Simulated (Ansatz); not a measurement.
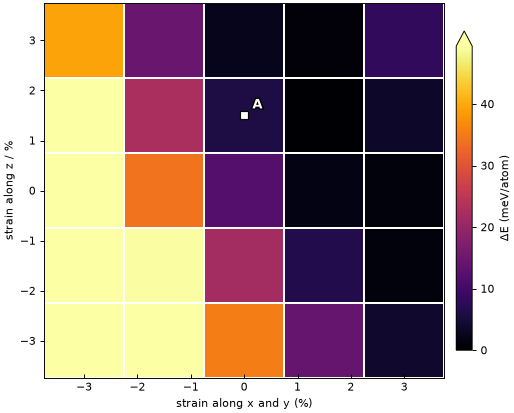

Ag (Fm-3m, No. 225; 1 atom in the cell). The cell is strained homogeneously, by one strain along x and y and another along z, with fractional coordinates fixed (x, y and z along the cube axes). The first coordinate is: strain along x and y; the second: strain along z. The scan uses a 5 × 5 grid. Points are written as (first, second). Energies: meV/atom, counted from the lowest grid point. The reference cell is the one listed in the database, not relaxed at this level. The k-mesh is coarse, so small energy differences aren't converged. Method: Ansatz 0.2.0, DFT PBE, scalar-relativistic, plane waves, PAW. Settings: cutoff 420 eV, k-mesh 10×10×10 (coarse), gaussian smearing 0.15 eV, no spin polarisation.

In the figure: one coloured cell a grid point, one colour for all values above the top of the scale, the point A.

**Is A at rest? If not, where is it pushed?**

A, at (0.0 %, 1.5 %), is not a stationary point. The computed force is 7.4 meV/atom for each 1 % towards larger values of strain along x and y and 3.2 meV/atom for each 1 % towards larger values of strain along z.
